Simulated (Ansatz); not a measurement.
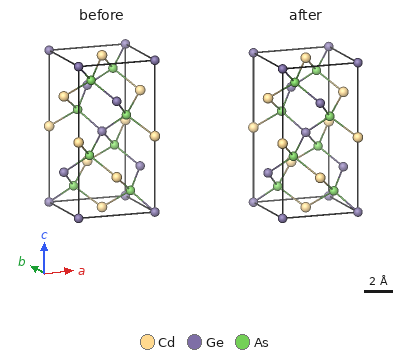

The structure of a crystal of CdGeAs2 (set up in I-42d) before (left) and after (right) a relaxation, at one scale.

The picture is a ball-and-stick view of the conventional cell (2 times the calculation's cell), seen slightly off an axis. Lengths and directions refer to the drawn axes.

Case: relaxed again under DFT PBE+D3(BJ), scalar-relativistic, plane waves, PAW.

Method: DFT PBE+D3(BJ), scalar-relativistic, plane waves, PAW (Ansatz 0.2.0).

Input
```yaml
crystal:
  lattice:
    - [-3.0241679118, 3.0241679118, 5.7419814829]
    - [3.0241679118, -3.0241679118, 5.7419814829]
    - [3.0241679118, 3.0241679118, -5.7419814829]
  atoms:
    - { symbol: Cd, position: [0.25, 0.75, 0.5] }
    - { symbol: Cd, position: [0.5, 0.5, 0.0] }
    - { symbol: Ge, position: [0.0, 0.0, 0.0] }
    - { symbol: Ge, position: [0.75, 0.25, 0.5] }
    - { symbol: As, position: [0.875, 0.3482587038, 0.9732587038] }
    - { symbol: As, position: [0.6517412962, 0.625, 0.5267412962] }
    - { symbol: As, position: [0.375, 0.9017412962, 0.0267412962] }
    - { symbol: As, position: [0.0982587038, 0.125, 0.4732587038] }
basis:
  ecutwfc: 420
kpoints:
  mp_grid: { grid: [8, 8, 8] }
hamiltonian:
  xc: pbe
  dispersion: d3bj
scf:
  occupations: { method: gaussian, width: 0.01 }
output:
  forces: true
  stress: true
  eigenvalues: true
relax:
  adjacent_minimum: "off"
  f_tol: 0.005
  max_steps: 50
  cell: { stress_tol: 0.05 }
```

Run as
```bash
ansatz run input.yaml --threads 2 --pin off --max-ram 5120MiB --backend cpu --events-out ev --progress --plain --runs-dir out
```

### Describe what moved and what it gained.

No atom moves by more than 0.005 Å relative to the cell. Cell: a = b 6.048 → 5.971 Å (−1.3 %), c 11.484 → 11.310 Å (−1.5 %). Volume −4.0 %. Some distances before and after: Cd1–As5 2.674 → 2.636 Å, Ge3–As5 2.484 → 2.452 Å. The space group stays I-42d (No. 122). After 3 accepted moves (4 points after the start) the energy has fallen by 7.5 meV per atom. The largest force component goes from 0.00019 to 0.0011 eV/Å. Pressure: −2.19 GPa at the start and −0.01 GPa at the end. At 1 point the geometry stayed and the basis and grid were re-selected for the new cell (energy shift of 0.2 meV per atom at most each time).
